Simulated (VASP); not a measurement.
NaH: band-structure calculation

- system: NaH (2 atoms in the cell)
- method: DFT, PBE, plane waves, PAW (VASP 6.6.1)

The structure was built on a prototype by a generator. The geometry comes from this level: r2SCAN (a point of a series of strains). It belongs to a series of runs on one base structure; here: uniaxial_z strain -4.7%.

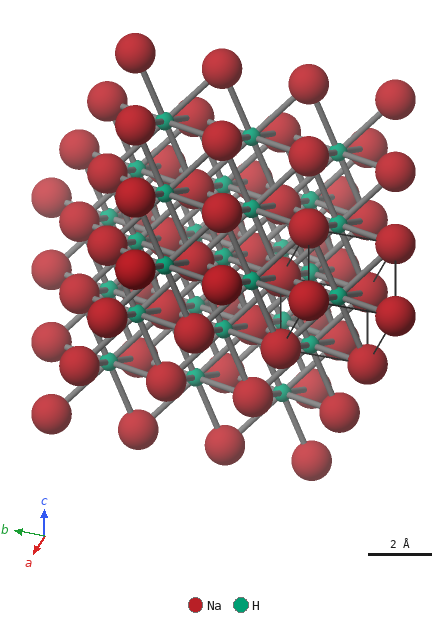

The structure as given in the input (ball-and-stick view of the cell of the calculation, repeated 3 × 3 × 3, seen at an oblique angle).

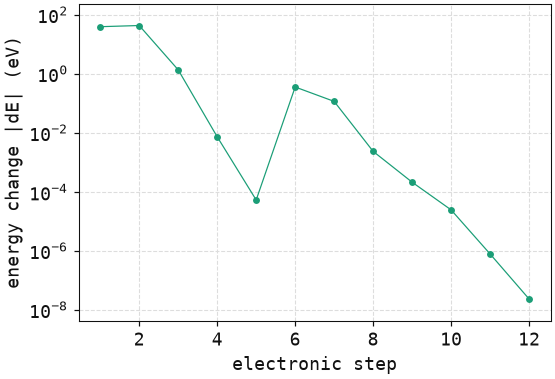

Convergence of the self-consistent field: energy change |dE| against the electronic step. It takes 12 electronic steps. The density is held fixed in the first few steps, and dE rises again when its update begins.

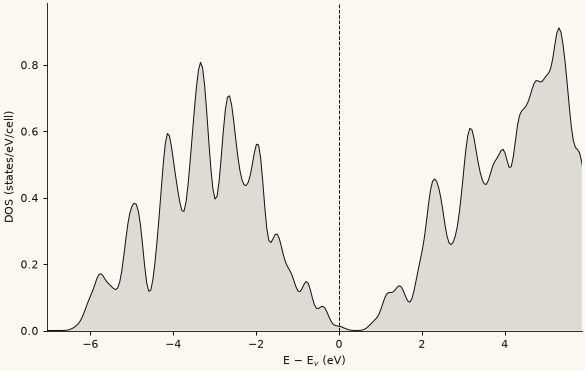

Density of states (the curve is built from the levels of the k mesh with Gaussians 0.3 eV wide, which also blur the band edges), with energies from the valence-band top. There is a gap of 0.86 eV on the k-point mesh. Small ripples come from the finite k-point mesh.

The input and output of the run follow.

## INCAR
```
ENCUT = 520.000000
SIGMA = 0.020000
EDIFF = 1.00e-07
GGA = PE
PREC = Accurate
IBRION = -1
ISIF = 2
ISMEAR = -1
NBANDS = 11
NELM = 120
NSW = 0
LASPH = .TRUE.
LCHARG = .FALSE.
LWAVE = .FALSE.
LREAL = .FALSE.
```

## KPOINTS
```
KPOINTS created by Atomic Simulation Environment
0
Gamma
8 8 8
0 0 0
```

## KPOINTS_OPT
```
special points
4
Reciprocal
0.0000000000 0.0000000000 0.0000000000 1
0.0000000000 0.5000000000 0.0000000000 1
0.5000000000 0.5000000000 0.0000000000 1
0.5000000000 0.5000000000 0.5000000000 1
```

## POSCAR
```
Na H
 1.0000000000000000
     2.9323912064000002    0.0000000000000000    0.0000000000000000
     0.0000000000000000    2.9323912064000002    0.0000000000000000
     0.0000000000000000    0.0000000000000000    2.7933958632000002
 Na  H
   1   1
Cartesian
  0.0000000000000000  0.0000000000000000  0.0000000000000000
  1.4661956032000001  1.4661956032000001  1.3966979316000001
```

Run as:
```bash
mpirun -np 1 vasp_std
```

## OSZICAR
```
N       E                     dE             d eps       ncg     rms          rms(c)
DAV:   1     0.398683672944E+02    0.39868E+02   -0.44992E+03  1662   0.782E+02
DAV:   2    -0.383934792484E+01   -0.43708E+02   -0.42934E+02  1730   0.209E+02
DAV:   3    -0.521131595167E+01   -0.13720E+01   -0.13703E+01  2009   0.347E+01
DAV:   4    -0.521870806270E+01   -0.73921E-02   -0.73915E-02  1884   0.248E+00
DAV:   5    -0.521876131373E+01   -0.53251E-04   -0.53250E-04  1916   0.216E-01    0.317E+00
DAV:   6    -0.485899214230E+01    0.35977E+00   -0.33776E-01  1870   0.339E+00    0.151E+00
DAV:   7    -0.474197367123E+01    0.11702E+00   -0.38298E-01  1803   0.264E+00    0.374E-01
DAV:   8    -0.474434099493E+01   -0.23673E-02   -0.92782E-03  1854   0.113E+00    0.741E-02
DAV:   9    -0.474412743167E+01    0.21356E-03   -0.16521E-03  1904   0.425E-01    0.292E-02
DAV:  10    -0.474410283764E+01    0.24594E-04   -0.10302E-04  1857   0.582E-02    0.284E-03
DAV:  11    -0.474410362433E+01   -0.78669E-06   -0.12243E-06  1863   0.744E-03    0.181E-03
DAV:  12    -0.474410364776E+01   -0.23428E-07   -0.12477E-07  1821   0.293E-03
   1 F= -.47441036E+01 E0= -.47441036E+01  d E =-.295344E-11
       N       E                     dE             ncg
DAV:   1     0.520584275697E+03   -0.14909E+04       88
DAV:   2     0.360590024186E+03   -0.15999E+03       97
DAV:   3     0.355649184217E+03   -0.49408E+01      122
DAV:   4     0.355630979216E+03   -0.18205E-01      108
DAV:   5     0.355630870626E+03   -0.10859E-03      103
DAV:   6     0.355630869339E+03   -0.12866E-05      103
DAV:   7     0.355630869323E+03   -0.16260E-07       97
```

## Parts of OUTCAR
```
k-points           NKPTS =     75   k-points in BZ     NKDIM =     75   number of bands    NBANDS=     11

   NELECT =       8.0000    total number of electrons

   dimension x,y,z NGX =    24 NGY =   24 NGZ =   24
   dimension x,y,z NGXF=    48 NGYF=   48 NGZF=   48

  energy-cutoff  :      520.00
  volume of cell :       24.02
      direct lattice vectors                 reciprocal lattice vectors
     2.932391206  0.000000000  0.000000000     0.341018619  0.000000000  0.000000000
     0.000000000  2.932391206  0.000000000     0.000000000  0.341018619  0.000000000
     0.000000000  0.000000000  2.793395863     0.000000000  0.000000000  0.357987213

 k-points in reciprocal lattice and weights: KPOINTS created by Atomic Simulation Env
   0.00000000  0.00000000  0.00000000       0.002
   0.12500000  0.00000000  0.00000000       0.008
   0.25000000  0.00000000  0.00000000       0.008
   0.37500000  0.00000000  0.00000000       0.008
   0.50000000  0.00000000  0.00000000       0.004
   0.12500000  0.12500000  0.00000000       0.008
   0.25000000  0.12500000  0.00000000       0.016
   0.37500000  0.12500000  0.00000000       0.016
   0.50000000  0.12500000  0.00000000       0.008
   0.25000000  0.25000000  0.00000000       0.008
   0.37500000  0.25000000  0.00000000       0.016
   0.50000000  0.25000000  0.00000000       0.008
   0.37500000  0.37500000  0.00000000       0.008
   0.50000000  0.37500000  0.00000000       0.008
   0.50000000  0.50000000  0.00000000       0.002
   0.00000000  0.00000000  0.12500000       0.004
   0.12500000  0.00000000  0.12500000       0.016
   0.25000000  0.00000000  0.12500000       0.016
   0.37500000  0.00000000  0.12500000       0.016
   0.50000000  0.00000000  0.12500000       0.008
   0.12500000  0.12500000  0.12500000       0.016
   0.25000000  0.12500000  0.12500000       0.031
   0.37500000  0.12500000  0.12500000       0.031
   0.50000000  0.12500000  0.12500000       0.016
   0.25000000  0.25000000  0.12500000       0.016
   0.37500000  0.25000000  0.12500000       0.031
   0.50000000  0.25000000  0.12500000       0.016
   0.37500000  0.37500000  0.12500000       0.016
   0.50000000  0.37500000  0.12500000       0.016
   0.50000000  0.50000000  0.12500000       0.004
   0.00000000  0.00000000  0.25000000       0.004
   0.12500000  0.00000000  0.25000000       0.016
   0.25000000  0.00000000  0.25000000       0.016
   0.37500000  0.00000000  0.25000000       0.016
   0.50000000  0.00000000  0.25000000       0.008
   0.12500000  0.12500000  0.25000000       0.016
   0.25000000  0.12500000  0.25000000       0.031
   0.37500000  0.12500000  0.25000000       0.031
   0.50000000  0.12500000  0.25000000       0.016
   0.25000000  0.25000000  0.25000000       0.016
   0.37500000  0.25000000  0.25000000       0.031
   0.50000000  0.25000000  0.25000000       0.016
   0.37500000  0.37500000  0.25000000       0.016
   0.50000000  0.37500000  0.25000000       0.016
   0.50000000  0.50000000  0.25000000       0.004
   0.00000000  0.00000000  0.37500000       0.004
   0.12500000  0.00000000  0.37500000       0.016
   0.25000000  0.00000000  0.37500000       0.016
   0.37500000  0.00000000  0.37500000       0.016
   0.50000000  0.00000000  0.37500000       0.008
   0.12500000  0.12500000  0.37500000       0.016
   0.25000000  0.12500000  0.37500000       0.031
   0.37500000  0.12500000  0.37500000       0.031
   0.50000000  0.12500000  0.37500000       0.016
   0.25000000  0.25000000  0.37500000       0.016
   0.37500000  0.25000000  0.37500000       0.031
   0.50000000  0.25000000  0.37500000       0.016
   0.37500000  0.37500000  0.37500000       0.016
   0.50000000  0.37500000  0.37500000       0.016
   0.50000000  0.50000000  0.37500000       0.004
   0.00000000  0.00000000  0.50000000       0.002
   0.12500000  0.00000000  0.50000000       0.008
   0.25000000  0.00000000  0.50000000       0.008
   0.37500000  0.00000000  0.50000000       0.008
   0.50000000  0.00000000  0.50000000       0.004
   0.12500000  0.12500000  0.50000000       0.008
   0.25000000  0.12500000  0.50000000       0.016
   0.37500000  0.12500000  0.50000000       0.016
   0.50000000  0.12500000  0.50000000       0.008
   0.25000000  0.25000000  0.50000000       0.008
   0.37500000  0.25000000  0.50000000       0.016
   0.50000000  0.25000000  0.50000000       0.008
   0.37500000  0.37500000  0.50000000       0.008
   0.50000000  0.37500000  0.50000000       0.008
   0.50000000  0.50000000  0.50000000       0.002

 E-fermi :   2.1201

 k-point     1 :       0.0000    0.0000    0.0000
  band No.  band energies     occupation
      1     -22.9080      2.00000
      2     -22.9080      2.00000
      3     -22.8946      2.00000
      4      -4.5730      2.00000
      5      10.7980      0.00000
      6      12.4940      0.00000
      7      13.5718      0.00000
      8      14.1429      0.00000
      9      14.1429      0.00000
     10      15.8744      0.00000
     11      27.4084      0.00000

 k-point     2 :       0.1250    0.0000    0.0000
  band No.  band energies     occupation
      1     -22.9369      2.00000
      2     -22.9055      2.00000
      3     -22.8924      2.00000
      4      -4.3240      2.00000
      5       8.9669      0.00000
      6      11.9074      0.00000
      7      13.7208      0.00000
      8      14.3235      0.00000
      9      16.0515      0.00000
     10      17.2733      0.00000
     11      25.3638      0.00000

 k-point     3 :       0.2500    0.0000    0.0000
  band No.  band energies     occupation
      1     -23.0059      2.00000
      2     -22.8994      2.00000
      3     -22.8869      2.00000
      4      -3.6166      2.00000
      5       6.0324      0.00000
      6      12.3488      0.00000
      7      14.4146      0.00000
      8      14.8463      0.00000
      9      16.5616      0.00000
     10      21.5309      0.00000
     11      22.6962      0.00000

 k-point     4 :       0.3750    0.0000    0.0000
  band No.  band energies     occupation
      1     -23.0742      2.00000
      2     -22.8934      2.00000
      3     -22.8814      2.00000
      4      -2.6290      2.00000
      5       3.6464      0.00000
      6      12.9474      0.00000
      7      15.4906      0.00000
      8      15.6023      0.00000
      9      17.2888      0.00000
     10      20.5222      0.00000
     11      20.5924      0.00000

 k-point     5 :       0.5000    0.0000    0.0000
  band No.  band energies     occupation
      1     -23.1022      2.00000
      2     -22.8909      2.00000
      3     -22.8792      2.00000
      4      -2.0228      2.00000
      5       2.5709      0.00000
      6      13.2302      0.00000
      7      16.0858      0.00000
      8      16.3293      0.00000
      9      17.7418      0.00000
     10      19.1139      0.00000
     11      19.6548      0.00000

 [... the levels of 69 k-points are left out ...]

 k-point    75 :       0.5000    0.5000    0.5000
  band No.  band energies     occupation
      1     -23.1107      2.00000
      2     -23.0270      2.00000
      3     -23.0270      2.00000
      4       1.7125      2.00000
      5       8.6324      0.00000
      6       8.6324      0.00000
      7       8.8308      0.00000
      8      11.2048      0.00000
      9      11.3004      0.00000
     10      11.3004      0.00000
     11      18.8203      0.00000

  Total        0.0325374      0.0325374      0.9386214      0.0000000      0.0000000      0.0000000
  in kB        2.1702883      2.1702883     62.6072646      0.0000000      0.0000000      0.0000000
  external PRESSURE =      22.3159471 kB  Pullay stress =       0.0000000 kB

 POSITION                                       TOTAL-FORCE (eV/Angst)
 -----------------------------------------------------------------------------------
      0.00000      0.00000      0.00000         0.000000      0.000000      0.000000
      1.46620      1.46620      1.39670         0.000000      0.000000      0.000000
 -----------------------------------------------------------------------------------
    total drift:                                0.000000      0.000000      0.000000

  FREE ENERGIE OF THE ION-ELECTRON SYSTEM (eV)
  ---------------------------------------------------
  free  energy   TOTEN  =        -4.7441036478 eV

  energy  without entropy=       -4.7441036478  energy(sigma->0) =       -4.74410365
```

## Results in brief

| quantity | value |
| --- | --- |
| outcome | converged |
| space group (tolerance 0.01 Å) | P4/mmm (123) |
| electrons treated | 8 |
| free energy | −4.7441 eV |
| Fermi energy | 2.120 eV |
| band gap | 0.86 eV |
| pressure | 2.23 GPa |
| largest force (length of the vector) | under 0.001 eV/Å |
| hardware | 1 CPU thread, shared host |
| wall time | 9.1 s |
| peak memory | 0.14 GiB |
